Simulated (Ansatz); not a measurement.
# Geometry relaxation, with input and output: AlNi (part 1 of 2)

System: AlNi (Cmmm, 2 atoms in the cell).
Method: DFT PBEsol, scalar-relativistic, plane waves, PAW, no spin polarisation (Ansatz 0.2.0).

The structure derives from a Materials Project entry. Figures and captions count atoms from 1; the log counts them from 0 in places.

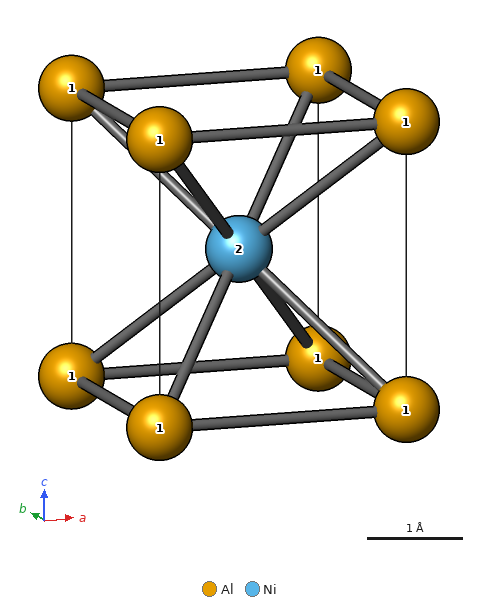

The starting structure (ball-and-stick view of the cell of the calculation, seen slightly off an axis; atoms are numbered from 1 in the order of the input). An atom can appear more than once, as a periodic image. Near neighbours in the periodic cell (some may lie outside the picture): Al has 4 Al at 2.75 Å and 8 Ni at 2.48 to 2.49 Å; Ni has 8 Al at 2.48 to 2.49 Å and 4 Ni at 2.75 Å.

**Input file**
```yaml
crystal:
  lattice:
    - [1.938694, -1.95319015, 0.0]
    - [1.938694, 1.95319015, 0.0]
    - [0.0, 0.0, 3.0994300413]
  atoms:
    - { symbol: Al, position: [0.0, 0.0, 0.0] }
    - { symbol: Ni, position: [0.5, 0.5, 0.5] }
basis:
  ecutwfc: 420
kpoints:
  mp_grid: { grid: [16, 16, 14] }
hamiltonian:
  xc: pbesol
scf:
  occupations: { method: gaussian, width: 0.1 }
output:
  forces: true
  stress: true
  eigenvalues: true
  write_density: true
  write_potential: true
  elf: true
  volumetric_format: npy
relax:
  adjacent_minimum: "off"
  f_tol: 0.005
  max_steps: 80
  cell: { stress_tol: 0.05 }
```

Command:
```bash
ansatz run input.yaml --threads 2 --pin off --max-ram 5120MiB --backend cpu --events-out ev --progress --plain --runs-dir out
```

**Output**
```
Engine: ansatz 0.2.0, aarch64-unknown-linux-gnu
Pseudopotentials: kind: paw
Pseudopotential: Al, paw, valence charge 3, recommended cutoff 420 eV (normal), Al.paw.azcp
Pseudopotential: Ni, paw, valence charge 18, recommended cutoff 420 eV (normal), Ni.paw.azcp
Functional definition: PBEsol
  exchange = pbesol_x
  correlation = pbesol_c
Crystal: 2 atoms, lattice volume = 23.473 Å³
Basis set: ecut = 420 eV, 475 PW (Γ), exchange–correlation on 40×40×48 points (8 copies of the dense FFT grid, shifted against one another)
Bands: 15, of which v1, the nominal top of the filled ones, is band 11 counted from 1 (10 counted from 0)
Symmetry: 8 space group operations
Space group: Cmmm (ITA 65), of the structure as read, at distance tolerance 2.9e-5 Å
k-points: 584 of 3584
Non-local potential: Al, projectors of the file, l = 0: 2, l = 1: 2, l = 2: 1
Non-local potential: Ni, projectors of the file, l = 0: 3, l = 1: 2, l = 2: 3, l = 3: 1
PAW form: soft (Blöchl's): semilocal exchange-correlation on the pseudo side does not see the compensation charge
PAW frozen core: Al, regenerated for the run's functional, and the local potential with it (the file was generated under x = pbe(κ = 0.804, μ = 0.2195149727645171), c = pbe(β = 0.06672455060314922))
PAW frozen core: Ni, regenerated for the run's functional, and the local potential with it (the file was generated under x = pbe(κ = 0.804, μ = 0.2195149727645171), c = pbe(β = 0.06672455060314922))
PAW one-centre angular grid: Al, 110 points (default); XC on 64 Gauss nodes
PAW one-centre angular grid: Ni, 590 points (default); XC on 64 Gauss nodes
Initial density: superposition of atomic densities (neutral atoms: chi_scale 0, normalization atom), corrected by the library's trained network
Initial wavefunctions: pseudopotential atomic-orbital guess
Functional: x = pbesol(κ = 0.804, μ = 0.12345679012345678), c = pbesol(β = 0.046)
SCF iter   1: F=—  HF=-6330.828636 eV  |F-HF|=—  |Δ(HF+E_count)|=         —  Δρ=1.90e-2  dr2=4.86e-2  ethr=1.77e-3  ⟨swp⟩=4.7  Hψ=39826  notcnv=0
preconditioner: auto → none  [metal: Δε(μ)=0.012 eV  Ē_g=9.746 eV  σ=0.100 eV  W_gap=0.07  n_scr=6 (ndim 8)  ℏωp=27.6 eV  f_vac=0.000  D(μ)=0.98/eV (n_scr^D=6)  sad-step TF]
SCF iter   2: F=—  HF=-6330.822643 eV  |F-HF|=—  |Δ(HF+E_count)|=   5.99e-3  Δρ=6.23e-3  dr2=5.92e-3  ethr=2.31e-4  ⟨swp⟩=2.0  Hψ=15332  notcnv=0  defer=115
SCF iter   3: F=—  HF=-6330.821959 eV  |F-HF|=—  |Δ(HF+E_count)|=   6.84e-4  Δρ=9.75e-4  dr2=1.48e-4  ethr=2.82e-5  ⟨swp⟩=1.0  Hψ=8621  notcnv=0  defer=115
SCF iter   4: F=—  HF=-6330.821937 eV  |F-HF|=—  |Δ(HF+E_count)|=   2.24e-5  Δρ=7.52e-5  dr2=3.89e-7  ethr=7.06e-7  ⟨swp⟩=1.5  Hψ=9778  notcnv=0  defer=115
SCF iter   5: F=—  HF=-6330.821968 eV  |F-HF|=—  |Δ(HF+E_count)|=   3.12e-5  Δρ=1.13e-5  dr2=2.28e-8  ethr=1.85e-9  ⟨swp⟩=2.0  Hψ=13907  notcnv=0  defer=115
SCF iter   6: F=-6330.821968 eV  HF=-6330.821968 eV  |F-HF|=3.35e-10  |Δ(HF+E_count)|=   3.98e-9  Δρ=1.22e-6  dr2=1.89e-10  ethr=1.09e-10  ⟨swp⟩=6.5  Hψ=49030  notcnv=0
the search or the solves at the SCF's close seem to have found levels that the self-consistency loop had missed (the run counts 1). By its estimate they hold under 1e-12 electrons; where the run keeps them, the occupations were computed again with them
SCF 1 converged in 6 iterations: F = -6330.821968 eV  dr2 = 1.89e-10
  greatest PAW one-centre occupation: 1.001 electrons in one spin orbital (limit 2), on the Ni atom at site 1 (counted from 0), in its partial waves of l = 1
relax step   1: F+E_penalty+E_count = -6330.82196836 eV  Δ(F+E_penalty+E_count) = +0.000e0 eV  max|allowed force component| = 5.783e-29 eV/Å  Δτ_max = 0.0000 Å  P = +0.347 GPa  Ω = 23.473 Å³  (6 SCF iters, dr2 threshold 1.00e-7 eV, accepted)
Crystal: 2 atoms, lattice volume = 23.508 Å³
Basis set: ecut = 420 eV, 471 PW (Γ), exchange–correlation on 40×40×48 points (8 copies of the dense FFT grid, shifted against one another)
Initial density: handed on by an earlier stage of this run
Initial wavefunctions: those handed on with the density
iter 1 solved again at ethr=4.71e-6 eV; its pass at ethr=3.10e-3 eV (dr2=9.90e-4 eV) is discarded
SCF iter   1: F=—  HF=-6330.840464 eV  |F-HF|=—  |Δ(HF+E_count)|=         —  Δρ=3.04e-3  dr2=1.02e-3  ethr=4.71e-6  ⟨swp⟩=2.0  Hψ=59676  notcnv=0
preconditioner: auto → none  [metal: Δε(μ)=0.009 eV  Ē_g=9.801 eV  σ=0.100 eV  W_gap=0.05  n_scr=6 (ndim 8)  ℏωp=27.6 eV  f_vac=0.000  D(μ)=1.00/eV (n_scr^D=6)]
SCF iter   2: F=—  HF=-6330.840323 eV  |F-HF|=—  |Δ(HF+E_count)|=   1.40e-4  Δρ=1.13e-3  dr2=1.09e-4  ethr=4.71e-6  ⟨swp⟩=1.0  Hψ=8760  notcnv=0
SCF iter   3: F=—  HF=-6330.840321 eV  |F-HF|=—  |Δ(HF+E_count)|=   1.97e-6  Δρ=2.19e-4  dr2=4.93e-6  ethr=5.19e-7  ⟨swp⟩=1.1  Hψ=8963  notcnv=0
iter 4 did not close the SCF: its close was put off for the readings that it lacked (scf_convergence_deferred on its scf_iter line)
SCF iter   4: F=-6330.840321 eV  HF=-6330.840321 eV  |F-HF|=1.20e-7  |Δ(HF+E_count)|=   4.99e-7  Δρ=2.98e-5  dr2=1.24e-7  ethr=2.35e-8  ⟨swp⟩=2.2  Hψ=12630  notcnv=0
iter 5 did not close the SCF: its close was put off for the readings that it lacked (scf_convergence_deferred on its scf_iter line)
SCF iter   5: F=-6330.840321 eV  HF=-6330.840321 eV  |F-HF|=1.42e-9  |Δ(HF+E_count)|=   7.57e-9  Δρ=3.57e-6  dr2=1.82e-9  ethr=5.92e-10  ⟨swp⟩=2.2  Hψ=12794  notcnv=0
SCF iter   6: F=-6330.840321 eV  HF=-6330.840321 eV  |F-HF|=3.64e-12  |Δ(HF+E_count)|=  1.56e-10  Δρ=2.61e-7  dr2=1.11e-11  ethr=8.68e-12  ⟨swp⟩=5.6  Hψ=46319  notcnv=0
SCF 2 converged in 6 iterations: F = -6330.840321 eV  dr2 = 1.11e-11
relax step   2: F+E_penalty+E_count = -6330.84032094 eV  Δ(F+E_penalty+E_count) = -1.835e-2 eV  max|allowed force component| = 1.972e-31 eV/Å  Δτ_max = 0.0000 Å  P = -0.108 GPa  Ω = 23.508 Å³  energy of the carried Pulay correction = -4.258e-5 eV  (6 SCF iters, dr2 threshold 2.00e-7 eV, accepted)
Crystal: 2 atoms, lattice volume = 23.376 Å³
Basis set: ecut = 420 eV, 461 PW (Γ), exchange–correlation on 40×40×48 points (8 copies of the dense FFT grid, shifted against one another)
iter 1 solved again at ethr=8.09e-6 eV; its pass at ethr=3.10e-3 eV (dr2=1.70e-3 eV) is discarded
SCF iter   1: F=—  HF=-6330.865446 eV  |F-HF|=—  |Δ(HF+E_count)|=         —  Δρ=5.71e-3  dr2=1.72e-3  ethr=8.09e-6  ⟨swp⟩=2.5  Hψ=69188  notcnv=0
preconditioner: auto → none  [metal: Δε(μ)=0.003 eV  Ē_g=9.841 eV  σ=0.100 eV  W_gap=0.02  n_scr=6 (ndim 8)  ℏωp=27.7 eV  f_vac=0.000  D(μ)=0.70/eV (n_scr^D=6)]
SCF iter   2: F=—  HF=-6330.865071 eV  |F-HF|=—  |Δ(HF+E_count)|=   3.75e-4  Δρ=2.67e-3  dr2=3.37e-4  ethr=8.09e-6  ⟨swp⟩=1.0  Hψ=8760  notcnv=0
SCF iter   3: F=—  HF=-6330.864977 eV  |F-HF|=—  |Δ(HF+E_count)|=   9.40e-5  Δρ=2.65e-4  dr2=7.45e-6  ethr=1.60e-6  ⟨swp⟩=1.1  Hψ=8974  notcnv=0
SCF iter   4: F=—  HF=-6330.864978 eV  |F-HF|=—  |Δ(HF+E_count)|=   1.21e-6  Δρ=3.35e-5  dr2=1.79e-7  ethr=3.55e-8  ⟨swp⟩=2.0  Hψ=14858  notcnv=0
iter 5 did not close the SCF: its close was put off for the readings that it lacked (scf_convergence_deferred on its scf_iter line)
SCF iter   5: F=-6330.864978 eV  HF=-6330.864978 eV  |F-HF|=1.16e-8  |Δ(HF+E_count)|=   4.52e-9  Δρ=8.84e-6  dr2=9.73e-9  ethr=8.54e-10  ⟨swp⟩=1.6  Hψ=11361  notcnv=0
SCF iter   6: F=-6330.864978 eV  HF=-6330.864978 eV  |F-HF|=1.82e-11  |Δ(HF+E_count)|=  4.30e-10  Δρ=6.81e-7  dr2=3.60e-11  ethr=4.63e-11  ⟨swp⟩=6.8  Hψ=56608  notcnv=0
SCF 3 converged in 6 iterations: F = -6330.864978 eV  dr2 = 3.60e-11
relax step   3: F+E_penalty+E_count = -6330.86497788 eV  Δ(F+E_penalty+E_count) = -2.466e-2 eV  max|allowed force component| = 1.972e-31 eV/Å  Δτ_max = 0.0000 Å  P = +0.492 GPa  Ω = 23.376 Å³  energy of the carried Pulay correction = -6.401e-5 eV  (6 SCF iters, dr2 threshold 2.00e-7 eV, accepted)
Crystal: 2 atoms, lattice volume = 23.463 Å³
iter 1 solved again at ethr=2.57e-7 eV; its pass at ethr=3.10e-3 eV (dr2=5.39e-5 eV) is discarded
SCF iter   1: F=—  HF=-6330.865371 eV  |F-HF|=—  |Δ(HF+E_count)|=         —  Δρ=9.75e-4  dr2=6.91e-5  ethr=2.57e-7  ⟨swp⟩=3.0  Hψ=66765  notcnv=0
preconditioner: auto → none  [metal: Δε(μ)=0.009 eV  Ē_g=9.799 eV  σ=0.100 eV  W_gap=0.05  n_scr=6 (ndim 8)  ℏωp=27.6 eV  f_vac=0.000  D(μ)=0.73/eV (n_scr^D=6)]
SCF iter   2: F=—  HF=-6330.865352 eV  |F-HF|=—  |Δ(HF+E_count)|=   1.83e-5  Δρ=4.17e-4  dr2=8.58e-6  ethr=2.57e-7  ⟨swp⟩=1.0  Hψ=8763  notcnv=0
SCF iter   3: F=—  HF=-6330.865349 eV  |F-HF|=—  |Δ(HF+E_count)|=   3.21e-6  Δρ=8.29e-5  dr2=6.86e-7  ethr=4.09e-8  ⟨swp⟩=2.2  Hψ=13532  notcnv=0
iter 4 did not close the SCF: its close was put off for the readings that it lacked (scf_convergence_deferred on its scf_iter line)
SCF iter   4: F=-6330.865349 eV  HF=-6330.865349 eV  |F-HF|=7.08e-9  |Δ(HF+E_count)|=   2.10e-7  Δρ=1.06e-5  dr2=1.66e-8  ethr=3.27e-9  ⟨swp⟩=2.5  Hψ=14615  notcnv=0
iter 5 did not close the SCF: its close was put off for the readings that it lacked (scf_convergence_deferred on its scf_iter line)
SCF iter   5: F=-6330.865349 eV  HF=-6330.865349 eV  |F-HF|=3.67e-10  |Δ(HF+E_count)|=  9.34e-10  Δρ=1.56e-6  dr2=1.41e-10  ethr=7.93e-11  ⟨swp⟩=1.5  Hψ=10387  notcnv=0
SCF iter   6: F=-6330.865349 eV  HF=-6330.865349 eV  |F-HF|=1.18e-11  |Δ(HF+E_count)|=  1.49e-10  Δρ=1.85e-7  dr2=9.79e-12  ethr=1.00e-12  ⟨swp⟩=5.8  Hψ=52718  notcnv=0
SCF 4 converged in 6 iterations: F = -6330.865349 eV  dr2 = 9.79e-12
relax step   4: F+E_penalty+E_count = -6330.86534895 eV  Δ(F+E_penalty+E_count) = -3.711e-4 eV  max|allowed force component| = 3.353e-30 eV/Å  Δτ_max = 0.0000 Å  P = -0.185 GPa  Ω = 23.463 Å³  energy of the carried Pulay correction = -1.054e-4 eV  (6 SCF iters, dr2 threshold 2.00e-7 eV, accepted)
Crystal: 2 atoms, lattice volume = 23.439 Å³
iter 1 solved again at ethr=4.88e-8 eV; its pass at ethr=3.10e-3 eV (dr2=1.02e-5 eV) is discarded
SCF iter   1: F=—  HF=-6330.865406 eV  |F-HF|=—  |Δ(HF+E_count)|=         —  Δρ=2.25e-4  dr2=4.15e-6  ethr=4.88e-8  ⟨swp⟩=3.0  Hψ=58691  notcnv=0
preconditioner: auto → none  [metal: Δε(μ)=0.020 eV  Ē_g=9.805 eV  σ=0.100 eV  W_gap=0.11  n_scr=6 (ndim 8)  ℏωp=27.7 eV  f_vac=0.000  D(μ)=0.72/eV (n_scr^D=6)]
SCF iter   2: F=—  HF=-6330.865404 eV  |F-HF|=—  |Δ(HF+E_count)|=   2.11e-6  Δρ=8.96e-5  dr2=3.97e-7  ethr=1.97e-8  ⟨swp⟩=1.0  Hψ=8782  notcnv=0
iter 3 did not close the SCF: its close was put off for the readings that it lacked (scf_convergence_deferred on its scf_iter line)
SCF iter   3: F=-6330.865404 eV  HF=-6330.865404 eV  |F-HF|=5.13e-8  |Δ(HF+E_count)|=   1.66e-7  Δρ=2.00e-5  dr2=3.83e-8  ethr=1.89e-9  ⟨swp⟩=2.3  Hψ=13479  notcnv=0
iter 4 did not close the SCF: its close was put off for the readings that it lacked (scf_convergence_deferred on its scf_iter line)
SCF iter   4: F=-6330.865404 eV  HF=-6330.865404 eV  |F-HF|=2.73e-10  |Δ(HF+E_count)|=   1.09e-8  Δρ=2.40e-6  dr2=7.47e-10  ethr=1.82e-10  ⟨swp⟩=2.3  Hψ=14054  notcnv=0
iter 5 did not close the SCF: its close was put off for the readings that it lacked (scf_convergence_deferred on its scf_iter line)
SCF iter   5: F=-6330.865404 eV  HF=-6330.865404 eV  |F-HF|=8.19e-12  |Δ(HF+E_count)|=  1.73e-11  Δρ=2.85e-7  dr2=8.97e-12  ethr=3.56e-12  ⟨swp⟩=1.4  Hψ=9756  notcnv=0
SCF iter   6: F=-6330.865404 eV  HF=-6330.865404 eV  |F-HF|=9.09e-13  |Δ(HF+E_count)|=  9.09e-13  Δρ=2.21e-8  dr2=3.97e-14  ethr=1.00e-12  ⟨swp⟩=5.5  Hψ=44484  notcnv=0
SCF 5 converged in 6 iterations: F = -6330.865404 eV  dr2 = 3.97e-14
relax step   5: F+E_penalty+E_count = -6330.86540383 eV  Δ(F+E_penalty+E_count) = -5.488e-5 eV  max|allowed force component| = 3.944e-31 eV/Å  Δτ_max = 0.0000 Å  P = +0.001 GPa  Ω = 23.439 Å³  energy of the carried Pulay correction = -9.454e-5 eV  (6 SCF iters, dr2 threshold 1.84e-7 eV, accepted)
Basis set: ecut = 420 eV, 461 PW (Γ), exchange–correlation on 40×40×40 points (8 copies of the dense FFT grid, shifted against one another)
Initial wavefunctions: pseudopotential atomic-orbital guess (no wavefunctions were taken with the density)
iter 1 solved again at ethr=2.60e-8 eV; its pass at ethr=3.10e-3 eV (dr2=5.46e-6 eV) is discarded
SCF iter   1: F=—  HF=-6330.865846 eV  |F-HF|=—  |Δ(HF+E_count)|=         —  Δρ=1.01e-3  dr2=5.74e-6  ethr=2.60e-8  ⟨swp⟩=3.0  Hψ=66543  notcnv=0
SCF iter   2: F=—  HF=-6330.865903 eV  |F-HF|=—  |Δ(HF+E_count)|=   5.73e-5  Δρ=5.11e-4  dr2=1.87e-6  ethr=2.60e-8  ⟨swp⟩=2.0  Hψ=12061  notcnv=0
SCF iter   3: F=—  HF=-6330.865917 eV  |F-HF|=—  |Δ(HF+E_count)|=   1.42e-5  Δρ=4.49e-5  dr2=1.50e-7  ethr=8.89e-9  ⟨swp⟩=1.0  Hψ=8760  notcnv=0
SCF iter   4: F=—  HF=-6330.865917 eV  |F-HF|=—  |Δ(HF+E_count)|=   1.35e-8  Δρ=1.04e-5  dr2=1.46e-9  ethr=7.13e-10  ⟨swp⟩=2.2  Hψ=12137  notcnv=0
iter 5 did not close the SCF: its close was put off for the readings that it lacked (scf_convergence_deferred on its scf_iter line)
SCF iter   5: F=-6330.865917 eV  HF=-6330.865917 eV  |F-HF|=8.19e-12  |Δ(HF+E_count)|=   2.25e-9  Δρ=3.49e-7  dr2=1.90e-11  ethr=6.97e-12  ⟨swp⟩=1.7  Hψ=11563  notcnv=0
SCF iter   6: F=-6330.865917 eV  HF=-6330.865917 eV  |F-HF|=1.82e-12  |Δ(HF+E_count)|=  9.09e-13  Δρ=4.22e-8  dr2=1.43e-13  ethr=1.00e-12  ⟨swp⟩=3.9  Hψ=34622  notcnv=0
SCF 6 converged in 6 iterations: F = -6330.865917 eV  dr2 = 1.43e-13
relax step   6: F+E_penalty+E_count = -6330.86591723 eV  Δ(F+E_penalty+E_count) = -5.134e-4 eV  max|allowed force component| = 3.944e-31 eV/Å  Δτ_max = 0.0000 Å  P = +0.064 GPa  Ω = 23.439 Å³  stress off target by 9.81e-2 GPa  SCF on the basis re-selected at this cell (its energy is not comparable with the rows above)  (6 SCF iters)
basis re-selected at this cell: Δ(F+E_penalty+E_count) = -5.134e-4 eV, ΔP = +0.063 GPa vs the last step (what re-selecting the basis moved, of the pressure what is left beyond the Pulay correction that the steps carried, after the strain that the cell walked since its last selection, with what the two solves' SCF thresholds leave and, on support functions, any second-order correction that the steps lacked; it is no measure of the basis error at this ecutwfc). The dense FFT grid was sized anew with the basis: this SCF ran on 20×20×20 points, the steps before it on 20×20×24, so part of this shift can come from that change (see relax.cell in the input reference). This SCF's stress stands 9.81e-2 GPa from its target on what of the cell is left free (relax.cell.stress_tol is 5.00e-2 GPa) and its largest allowed force component is 3.94e-31 eV/Å (relax.f_tol is 5.00e-3 eV/Å): not within both, so this SCF does not close the relaxation
Crystal: 2 atoms, lattice volume = 23.448 Å³
iter 1 solved again at ethr=2.80e-9 eV; its pass at ethr=3.10e-3 eV (dr2=5.87e-7 eV) is discarded
```
